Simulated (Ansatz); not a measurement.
# Does disorder add resistance in series? Ir(111) layers with 12.5 % W

Two lengths of the disordered region are known. What area resistance does the third give?

**Method.** Ansatz 0.2.0, plane waves with PAW datasets at their recommended cutoffs (420 eV for most), Fermi-Dirac smearing; ballistic transmission by layer matching. The area resistance is RA = A (h/2e²)(1/T − 1/N), with T the zone-mean transmission per spin and N the lead's channels, both averaged over a few energies near the Fermi level; for magnets each spin is taken apart, with h/e², and the two conduct in parallel. Lateral cell 2x2, PBE, a fresh random draw for each length.

The runs, with one result withheld:

| length (Å) | channels N | RA (fΩ m²) |
| --- | --- | --- |
| 8.87 | 5.980 | 0.407 |
| 17.7 | 6.020 | 0.558 |
| 26.6 | 5.940 | ? |

**Fit on the rows shown.**

Ohm's law makes RA linear in the length: the slope is (0.558 − 0.407)/(17.7 − 8.87) = 0.0170 fΩ m² per Å, or 17 µΩ cm. Then 0.558 + 0.0170 × 8.87. Predicted: 0.709 fΩ m².

What the run gave:

0.895 fΩ m², so the prediction is 21 % too low. The three lengths together give 27 µΩ cm. Single draws scatter, and the lead's own channel count shifts by 1.3 % between the runs, which moves RA too; these runs don't part the causes of the miss, and leave the question open.

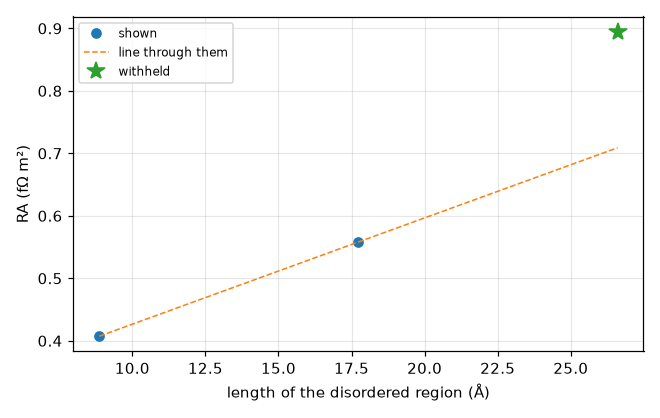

Area resistance against length.

**Limits.** The scatterers repeat sideways with the small cell. The slope is a raw one; a model of isotropic scattering puts it 1.02 times the bulk value over these lengths. Atoms sit unrelaxed on the host's lattice, and the pair may not mix at random in practice. Spin-orbit coupling is left out, which matters for Ir and W.
